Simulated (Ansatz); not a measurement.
Given this structure:

```
CELL_PARAMETERS angstrom
4.20173 0.00000 0.00000
-2.10087 3.63881 0.00000
0.00000 0.00000 17.35608
ATOMIC_POSITIONS crystal
Ge 0.00000 0.00000 0.33324
Ge 0.00000 0.00000 0.66676
Sb 0.66667 0.33333 0.11501
Sb 0.33333 0.66667 0.88499
Te 0.00000 0.00000 0.00000
Te 0.66667 0.33333 0.78421
Te 0.33333 0.66667 0.21579
Te 0.66667 0.33333 0.41462
Te 0.33333 0.66667 0.58538
```

### What crystal do these data define?

The compound is Ge₂Sb₂Te₅. Symmetry: P-3m1 (No. 164), primitive hexagonal lattice. One cell contains 2 Ge, 2 Sb, 5 Te, 9 atoms in all. Around each Ge lie six Te in a distorted octahedral arrangement at 2.81 to 3.17 Å. Sb bonds to six Te in an octahedral arrangement at 2.99 to 3.14 Å. Te takes three kinds of site: 1a with six Sb in a distorted octahedral arrangement at 3.14 Å; 2d with three Ge and three Sb in a distorted octahedral arrangement (3.17 Å to Ge, 2.99 Å to Sb); 2d with three Ge in a trigonal pyramidal arrangement at 2.81 Å. The bonds build Ge2Sb2Te5 layers parallel to (001).

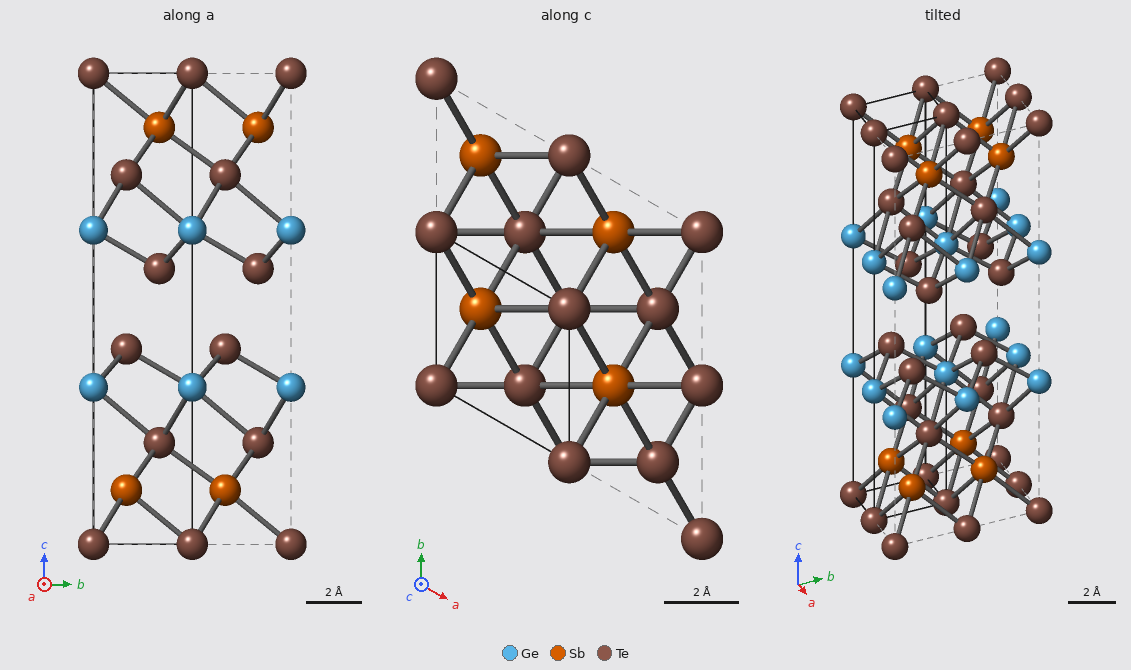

Drawn in the ball-and-stick manner and seen along the a axis, along the c axis and slightly off an axis. The picture spans 2×2×1 cells, one conventional unit cell being drawn with solid lines.

The initial geometry was a structure listed in the Materials Project. The cell was then strained or its atoms displaced on purpose. An electronic-structure calculation with Ansatz was run on it.
